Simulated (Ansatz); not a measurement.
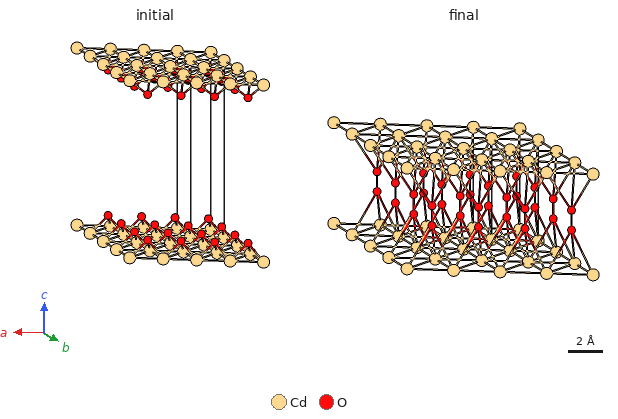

The structure of solid CdO₂ (built on the MoS2-187 type type) before (left) and after (right) a relaxation, at one scale.

A ball-and-stick model of the cell of the calculation, repeated 4 × 4 × 1 with one cell outlined, seen from a free direction.

Method: DFT, PBEsol, plane waves, PAW (Ansatz 0.2.0).

Input
```yaml
crystal:
  lattice:
    - [2.0304933, 0.0, 0.0]
    - [-1.01524665, 1.75845878, 0.0]
    - [0.0, 0.0, 11.05414429]
  atoms:
    - { symbol: Cd, position: [0.0, 0.0, 0.0] }
    - { symbol: O, position: [0.33333333, 0.66666667, 0.08949298] }
    - { symbol: O, position: [0.33333333, 0.66666667, 0.91050702] }
kpoints:
  mp_grid: { grid: [12, 12, 2] }
hamiltonian:
  xc: pbesol
scf:
  occupations: { method: fermi_dirac, width: 0.03 }
relax:
  f_tol: 0.01
  cell: {}
  max_steps: 120
output:
  write_density: true
  write_potential: true
  elf: true
  volumetric_format: npy
```

Command:
```bash
ansatz run input.yaml --threads 2 --pin off --max-ram 20275MiB --backend cpu --events-out ev --progress --plain --runs-dir out
```

**Describe what moved and what it gained.**

After 42 accepted moves (48 points after the start) the energy has fallen by 17140 meV per atom. The largest force component goes from 57 to 0.0051 eV/Å. The pressure goes from 544.62 to 0.02 GPa. The line search rejected the trial steps at points 23, 27 of the run. At 4 points the geometry stayed and the basis and grid were re-selected for the new cell (energy shift of 297 meV per atom at most each time). The largest moves relative to the cell, 1.96 Å, are those of O2 and O3. O2 goes along +c. Cd stays in place. The volume changes by +9.8 %, with a = b 2.030 → 2.821 Å (+39.0 %), c 11.054 → 6.287 Å (−43.1 %). Among the contacts that change: O2–O3 9.076 → 1.236 Å, Cd1–O2 1.534 → 3.005 Å, Cd1–Cd1 2.030 → 2.821 Å. New bonds form: O2–O3 (9.08 → 1.24 Å). The space group stays P-6m2 (No. 187). The run took 46 s on 2 threads of AMD EPYC 7R13 Processor (Zen 3) (shared host), peak memory 0.57 GiB.
